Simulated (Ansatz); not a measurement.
## Electronic structure of SiC in real space

```cif
data_structure
_symmetry_space_group_name_H-M 'P 1'
_symmetry_Int_Tables_number 1
_cell_length_a 2.6167
_cell_length_b 2.6167
_cell_length_c 2.6167
_cell_angle_alpha 90.000
_cell_angle_beta 90.000
_cell_angle_gamma 90.000
_cell_volume 17.92
loop_
_atom_site_label
_atom_site_type_symbol
_atom_site_fract_x
_atom_site_fract_y
_atom_site_fract_z
_atom_site_occupancy
Si1 Si 0.00000 0.00000 0.00000 1
C1 C 0.50000 0.50000 0.50000 1
```

Space group Pm-3m; started from the CsCl prototype, which need not be the ambient phase.

The calculation used Ansatz, DFT, r2SCAN+rVV10, plane waves, PAW.

Core electrons are frozen (PAW), and the valence fields are smoothed inside the atomic spheres.

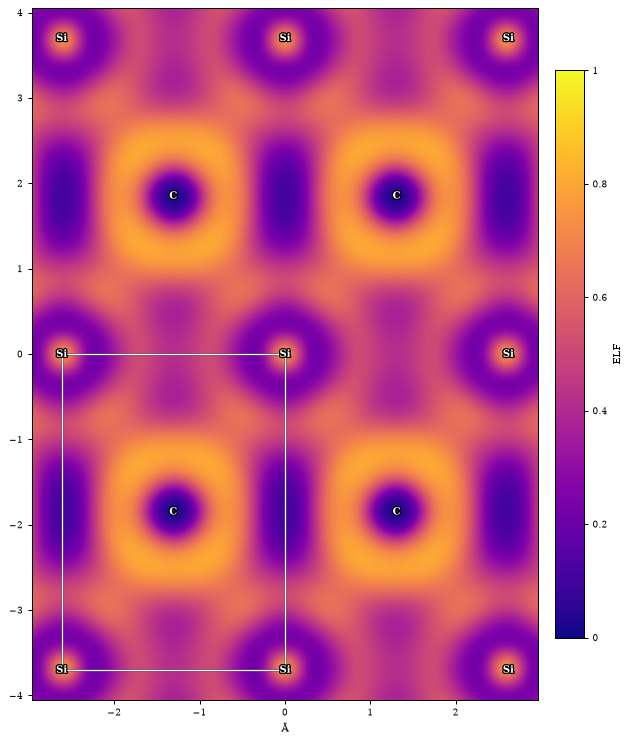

Figure 1. Electron localisation function on the (101̄) plane of the conventional cell.

Interpret the plot.

- Atoms in the plane: Si and C.
- Si–C (2.27 Å): the ELF peaks at about 0.80 between the atoms.

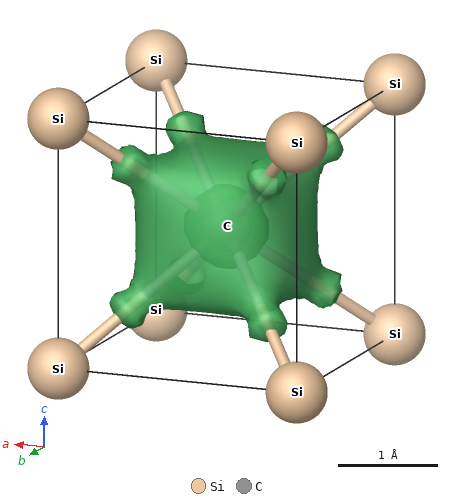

Figure 2. Isosurface of the electron localisation function at 0.6 (green), seen at an oblique angle. Core shells and regions of very low density are left out. Sticks mark near contacts.

What do the ELF domains correspond to?

The surface consists of one region on C in which the atom's valence shell and bonds are merged, counted in one cell of 2 atoms. Regions shared between cells count once.
